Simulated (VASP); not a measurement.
# AlN: quasiparticle gap under strain, part 2 of 5

Wanted: the deformation potential of the gap of AlN, from G0W0. The cell is of the wurtzite type, one of the forms listed for this formula. The start is a cell from a database of measured crystal structures.

VASP 6.6.1, plane waves and PAW; the level of theory is named at each step.

So far. Step 2 (Relaxation): At PBE, with these data sets, the largest force is down to 7.5e-4 eV/Å.

The database entry behind the starting cell differs from later determinations by our own check (inner coordinate u about 0.002 short), so it need not match the best structure at ambient conditions.

## Step 3: Ground state

This step: PBE; plane waves and PAW (Al_GW, N_GW) (VASP 6.6.1).

The orbitals come from a self-consistent PBE run with a tight EDIFF and a narrow smearing. KPOINTS_OPT adds the bands along a path, which shows whether the mesh holds the band edges.

File INCAR:

```
SYSTEM = AlN
PREC = Accurate
ENCUT = 450
EDIFF = 1E-08
NELM = 100
ISMEAR = 0
SIGMA = 0.01
LREAL = .FALSE.
ALGO = Normal
GGA = PE
NBANDS = 14
LORBIT = 11
LWAVE = .TRUE.
LCHARG = .FALSE.
KPAR = 8
```

File POSCAR:

```
AlN
1.0
    3.1130000000      0.0000000000      0.0000000000
   -1.5565000000      2.6959370820      0.0000000000
    0.0000000000      0.0000000000      4.9810000000
Al N
2 2
Direct
    0.6666666667      0.3333333333      0.4990015937
    0.3333333333      0.6666666667      0.9990015937
    0.6666666667      0.3333333333      0.8809984063
    0.3333333333      0.6666666667      0.3809984063
```

File KPOINTS:

```
Automatic mesh
0
Gamma
6 6 4
0 0 0
```

File KPOINTS_OPT:

```
Line mode
12
Line-mode
Reciprocal
  0.00000000   0.00000000   0.00000000 GAMMA
  0.50000000   0.00000000   0.00000000 M

  0.50000000   0.00000000   0.00000000 M
  0.33333333   0.33333333   0.00000000 K

  0.33333333   0.33333333   0.00000000 K
  0.00000000   0.00000000   0.00000000 GAMMA

  0.00000000   0.00000000   0.00000000 GAMMA
  0.00000000   0.00000000   0.50000000 A

  0.00000000   0.00000000   0.50000000 A
  0.50000000   0.00000000   0.50000000 L

  0.50000000   0.00000000   0.50000000 L
  0.33333333   0.33333333   0.50000000 H

  0.33333333   0.33333333   0.50000000 H
  0.00000000   0.00000000   0.50000000 A

  0.50000000   0.00000000   0.50000000 L
  0.50000000   0.00000000   0.00000000 M

  0.33333333   0.33333333   0.00000000 K
  0.33333333   0.33333333   0.50000000 H
```

Potentials, in the order of the species: Al_GW and N_GW (PBE family, release 64).

Command:

```bash
$ mpirun -np 8 vasp_std
```

What it wrote:

```text
[banner, memory and clock lines left out]
running    8 mpi-ranks, on    1 nodes
 distrk:  each k-point on    1 cores,    8 groups
 distr:  one band on    1 cores,    1 groups

 POSCAR found type information on POSCAR AlN
 POSCAR found :  2 types and       4 ions
 [... a notice as in an earlier step ...]

 LDA part: xc-table for (Slater+PW92), standard interpolation
 POSCAR, INCAR and KPOINTS ok, starting setup
 FFT: planning ... GRIDC
 FFT: planning ... GRID_SOFT
 FFT: planning ... GRID
 WAVECAR not read
 entering main loop
       N       E                     dE             d eps       ncg     rms          rms(c)
DAV:   1     0.532287723508E+02    0.53229E+02   -0.67516E+03   588   0.920E+02
DAV:   2    -0.303211684489E+02   -0.83550E+02   -0.75666E+02   898   0.249E+02
DAV:   3    -0.344660490327E+02   -0.41449E+01   -0.41126E+01   822   0.494E+01
DAV:   4    -0.345202133312E+02   -0.54164E-01   -0.54150E-01   690   0.756E+00
DAV:   5    -0.345217075513E+02   -0.14942E-02   -0.14940E-02   822   0.107E+00    0.121E+01
DAV:   6    -0.298264733249E+02    0.46952E+01   -0.13127E+01   880   0.355E+01    0.301E+00
DAV:   7    -0.298282043737E+02   -0.17310E-02   -0.61396E-01   678   0.530E+00    0.210E+00
DAV:   8    -0.298226577106E+02    0.55467E-02   -0.88486E-02   666   0.494E+00    0.586E-01
DAV:   9    -0.298162863699E+02    0.63713E-02   -0.28208E-02   946   0.190E+00    0.123E-01
DAV:  10    -0.298165078926E+02   -0.22152E-03   -0.16906E-03   684   0.316E-01    0.770E-02
DAV:  11    -0.298164427005E+02    0.65192E-04   -0.30408E-04   968   0.189E-01    0.114E-02
DAV:  12    -0.298164448677E+02   -0.21672E-05   -0.59574E-06   696   0.205E-02    0.740E-03
DAV:  13    -0.298164437051E+02    0.11627E-05   -0.70026E-06   958   0.264E-02    0.162E-03
DAV:  14    -0.298164436970E+02    0.80696E-08   -0.25789E-07   726   0.516E-03    0.543E-04
DAV:  15    -0.298164437105E+02   -0.13513E-07   -0.90627E-09   612   0.972E-04    0.285E-04
DAV:  16    -0.298164437171E+02   -0.66215E-08   -0.49467E-09   468   0.550E-04
   1 F= -.29816444E+02 E0= -.29816444E+02  d E =-.718483E-12
 Start KPOINTS_OPT (optional k-point list driver)
k-point batch [1-21\108]
       N       E                     dE             ncg
DAV:   1     0.160194871251E+04   -0.75939E+04      588
DAV:   2     0.444884778748E+02   -0.15575E+04      892
DAV:   3    -0.307639609829E+02   -0.75252E+02      816
DAV:   4    -0.319811483358E+02   -0.12172E+01      732
DAV:   5    -0.320205232077E+02   -0.39375E-01      810
DAV:   6    -0.320225534263E+02   -0.20302E-02      760
DAV:   7    -0.320226463172E+02   -0.92891E-04      820
DAV:   8    -0.320226512962E+02   -0.49790E-05      810
DAV:   9    -0.320226514824E+02   -0.18621E-06      736
DAV:  10    -0.320226514940E+02   -0.11589E-07      606
DAV:  11    -0.320226514951E+02   -0.11146E-08      666
[...]
k-point batch [106-108\108]
       N       E                     dE             ncg
DAV:   1     0.115884034346E+05   -0.17930E+04       84
DAV:   2     0.113759868120E+05   -0.21242E+03      124
DAV:   3     0.113656238294E+05   -0.10363E+02      120
DAV:   4     0.113654642820E+05   -0.15955E+00      108
DAV:   5     0.113654595256E+05   -0.47564E-02      120
DAV:   6     0.113654593179E+05   -0.20770E-03      108
DAV:   7     0.113654593069E+05   -0.11022E-04      120
DAV:   8     0.113654593062E+05   -0.63650E-06      102
DAV:   9     0.113654593062E+05   -0.39530E-07      120
DAV:  10     0.113654593062E+05   -0.21264E-08       86
 writing wavefunctions
```

Wall time 5.4 s (8 MPI ranks of Intel Xeon 6975P-C (Granite Rapids), shared host); peak memory 1.3 GiB.

Parts of OUTCAR (step 3):

```text
 Found     21 irreducible k-points:

   k-points           NKPTS =     21   k-points in BZ     NKDIM =     21   number of bands    NBANDS=     14

   dimension x,y,z NGX =    24 NGY =   24 NGZ =   36
   dimension x,y,z NGXF=    48 NGYF=   48 NGZF=   72

   ENCUT  =  450.0 eV  33.07 Ry    5.75 a.u.   5.38  5.38  8.62*2*pi/ulx,y,z

   NELECT =      16.0000    total number of electrons

 E-fermi :   5.1808

 k-point     1 :       0.0000    0.0000    0.0000
  band No.  band energies     occupation
    ...
      4       4.2569      2.00000
      5       4.2569      2.00000
      6       4.9122      2.00000
      7       4.9122      2.00000
      8       5.1386      2.00000
      9       9.3233      0.00000
     10      11.7716      0.00000
     11      15.7406      0.00000
     12      16.2613      0.00000
     13      16.2613      0.00000
    ...

 k-point     2 :       0.1667    0.0000    0.0000
  band No.  band energies     occupation
    ...
      4       2.8429      2.00000
      5       3.6257      2.00000
      6       3.8678      2.00000
      7       4.8318      2.00000
      8       4.9639      2.00000
      9      10.5988      0.00000
     10      12.8311      0.00000
     11      14.3150      0.00000
     12      14.8912      0.00000
     13      17.2017      0.00000
    ...

  Total        0.3111944      0.3111944      0.3642461      0.0000000      0.0000000      0.0000000
  in kB       11.9271572     11.9271572     13.9604712      0.0000000      0.0000000      0.0000000
  external PRESSURE =      12.6049285 kB  Pullay stress =       0.0000000 kB

  energy-cutoff  :      450.00
  volume of cell :       41.80
      direct lattice vectors                 reciprocal lattice vectors
     3.113000000  0.000000000  0.000000000     0.321233537  0.185464269  0.000000000
    -1.556500000  2.695937082  0.000000000     0.000000000  0.370928538  0.000000000
     0.000000000  0.000000000  4.981000000     0.000000000  0.000000000  0.200762899

 POSITION                                       TOTAL-FORCE (eV/Angst)
 -----------------------------------------------------------------------------------
      1.55650      0.89865      2.48553         0.000000      0.000000     -0.001284
     -0.00000      1.79729      4.97603        -0.000000     -0.000000     -0.001284
      1.55650      0.89865      4.38825         0.000000     -0.000000      0.001284
     -0.00000      1.79729      1.89775        -0.000000      0.000000      0.001284
 -----------------------------------------------------------------------------------
    total drift:                               -0.000000      0.000000     -0.000191

  FREE ENERGIE OF THE ION-ELECTRON SYSTEM (eV)
  ---------------------------------------------------
  free  energy   TOTEN  =       -29.8164437171 eV

  energy  without entropy=      -29.8164437171  energy(sigma->0) =      -29.81644372

 total charge
# of ion       s       p       d       tot
------------------------------------------
    1        0.435   0.551   0.215   1.201
    2        0.435   0.551   0.215   1.201
    3        1.192   2.571   0.000   3.763
    4        1.192   2.571   0.000   3.763
--------------------------------------------------
tot          3.255   6.244   0.430   9.929

[... 3 parts as in an earlier step ...]

[... 7 further parts left out ...]
```

This step gave:

```
free energy (TOTEN)               : -29.82 eV
Fermi energy                      : 5.181 eV
pressure                          : 1.260 GPa
least gap on mesh and path        : 4.185 eV
least direct gap on mesh and path : 4.185 eV
```

The highest empty bands on the path are converged less tightly, to about 0.1 eV. Electronic bands along the path, in eV, zero at the valence-band top; v1 is the highest filled band, c1 the lowest empty one:

```csv
point,v4,v3,v2,v1,c1,c2,c3,c4
Γ,-0.88,-0.23,-0.23,0.00,4.18,6.63,10.60,11.12
M,-3.35,-2.11,-1.78,-0.70,5.80,5.80,8.16,10.26
K,-3.80,-2.46,-2.39,-2.39,5.05,8.34,9.65,9.65
Γ,-0.88,-0.23,-0.23,0.00,4.18,6.63,10.60,11.12
A,-0.56,-0.56,-0.56,-0.56,6.44,6.44,10.31,10.31
L,-1.48,-1.48,-1.37,-1.37,5.30,5.30,9.24,9.24
H,-3.87,-3.87,-0.80,-0.80,7.41,7.41,7.81,7.81
A,-0.56,-0.56,-0.56,-0.56,6.44,6.44,10.31,10.31
jump to L,-1.48,-1.48,-1.37,-1.37,5.30,5.30,9.24,9.24
M,-3.35,-2.11,-1.78,-0.70,5.80,5.80,8.16,10.26
jump to K,-3.80,-2.46,-2.39,-2.39,5.05,8.34,9.65,9.65
H,-3.87,-3.87,-0.80,-0.80,7.41,7.41,7.81,7.81
```

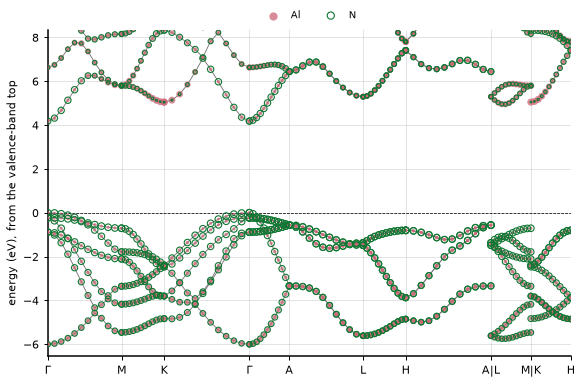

Electronic bands along the path; dots are coloured as in the legend, and their area grows with the weight.

The cell has a gap of 4.18 eV on mesh and path.

## Step 4: Empty bands

The next step needs empty bands that the ground-state run didn't converge, so the Hamiltonian is diagonalised exactly for NBANDS bands, in a single step. LOPTICS writes the k-derivatives of the orbitals (WAVEDER), which give the long-wavelength limit of the screening.

File INCAR:

```
SYSTEM = AlN
PREC = Accurate
ENCUT = 450
ISMEAR = 0
SIGMA = 0.01
LREAL = .FALSE.
GGA = PE
NBANDS = 176
ALGO = Exact
NELM = 1
LWAVE = .TRUE.
LCHARG = .FALSE.
LOPTICS = .TRUE.
NEDOS = 1000
CSHIFT = 0.1
```

POSCAR is that of step 3.

KPOINTS is that of step 3.

Command:

```bash
$ mpirun -np 8 vasp_std
```

What it wrote:

```text
[banner, memory and clock lines left out]
running    8 mpi-ranks, on    1 nodes
 distrk:  each k-point on    8 cores,    1 groups
 distr:  one band on    1 cores,    8 groups

 POSCAR found type information on POSCAR AlN
 POSCAR found :  2 types and       4 ions
 [... a notice as in an earlier step ...]

 LDA part: xc-table for (Slater+PW92), standard interpolation
 found WAVECAR, reading the header
  number of bands has changed, file:    14 present:   176
  trying to continue reading WAVECAR, but it might fail
 POSCAR, INCAR and KPOINTS ok, starting setup
 FFT: planning ... GRIDC
 FFT: planning ... GRID_SOFT
 FFT: planning ... GRID
 reading WAVECAR
 random initialization beyond band           14
 the WAVECAR file was read successfully
 initial charge from wavefunction
 entering main loop
       N       E                     dE             d eps       ncg     rms          rms(c)
DIA:   1    -0.298164437186E+02   -0.29816E+02    0.00000E+00     0   0.000E+00
   1 F= -.29816444E+02 E0= -.29816444E+02  d E =-.525244E-17
 writing wavefunctions
 optical routines
 imaginary and real dielectric function
 recalculating local potential from charge density
 direction            1
 direction            2
 direction            3
```

The job ended after 7 s (8 MPI ranks; peak memory 1.4 GiB).

OUTCAR, selected parts (step 4):

```text
 Found     21 irreducible k-points:

   k-points           NKPTS =     21   k-points in BZ     NKDIM =     21   number of bands    NBANDS=    176

   NELECT =      16.0000    total number of electrons

 E-fermi :   5.1931

 k-point     1 :       0.0000    0.0000    0.0000
  band No.  band energies     occupation
    ...
      4       4.2569      2.00000
      5       4.2569      2.00000
      6       4.9123      2.00000
      7       4.9123      2.00000
      8       5.1387      2.00000
      9       9.3234      0.00000
     10      11.7716      0.00000
     11      15.7407      0.00000
     12      16.2613      0.00000
     13      16.2613      0.00000
    ...

 k-point     2 :       0.1667    0.0000    0.0000
  band No.  band energies     occupation
    ...
      4       2.8429      2.00000
      5       3.6257      2.00000
      6       3.8678      2.00000
      7       4.8318      2.00000
      8       4.9639      2.00000
      9      10.5988      0.00000
     10      12.8311      0.00000
     11      14.3150      0.00000
     12      14.8912      0.00000
     13      17.2015      0.00000
    ...

  Total        0.3105277      0.3105277      0.3636047      0.0000000      0.0000000      0.0000000
  in kB       11.9016061     11.9016061     13.9358900      0.0000000      0.0000000      0.0000000
  external PRESSURE =      12.5797007 kB  Pullay stress =       0.0000000 kB

 POSITION                                       TOTAL-FORCE (eV/Angst)
 -----------------------------------------------------------------------------------
      1.55650      0.89865      2.48553         0.000000     -0.000000     -0.001286
     -0.00000      1.79729      4.97603        -0.000000      0.000000     -0.001286
      1.55650      0.89865      4.38825         0.000000      0.000000      0.001286
     -0.00000      1.79729      1.89775         0.000000     -0.000000      0.001286
 -----------------------------------------------------------------------------------
    total drift:                               -0.000000      0.000000     -0.000190

  FREE ENERGIE OF THE ION-ELECTRON SYSTEM (eV)
  ---------------------------------------------------
  free  energy   TOTEN  =       -29.8164437186 eV

  energy  without entropy=      -29.8164437186  energy(sigma->0) =      -29.81644372

 plasma frequency squared (from intraband transitions) (eV^2)
  --------------------------------------------------------------------------------------
       0.000      -0.000       0.000
       0.000       0.000       0.000
       0.000       0.000       0.000

[... 8 parts as in an earlier step ...]

[... 5 further parts left out ...]
```

WAVECAR now holds 176 bands for 16 electrons. Its independent-particle dielectric tensor has xx, yy, zz = 4.6, 4.6, 4.8 on this mesh, which isn't tested for convergence in mesh or bands and lacks local fields.

[end of part 2 of 5]

[Lines on the potential files, build, host, timing and source positions are cut from VASP's logs without a mark.]

[Logs are printed without paths, hosts, clocks, repeated set-up lines and the standing remarks that a program may print on its own settings, such as how far it seeks lower states.]

[Hosts, paths, dates, database ids (printed as entryN), source tags and the programs' standing remarks are cut or masked in the printed files.]

[Pressures printed for these runs are not shown converged in the cutoff: they can be off by several GPa and have the wrong sign.]
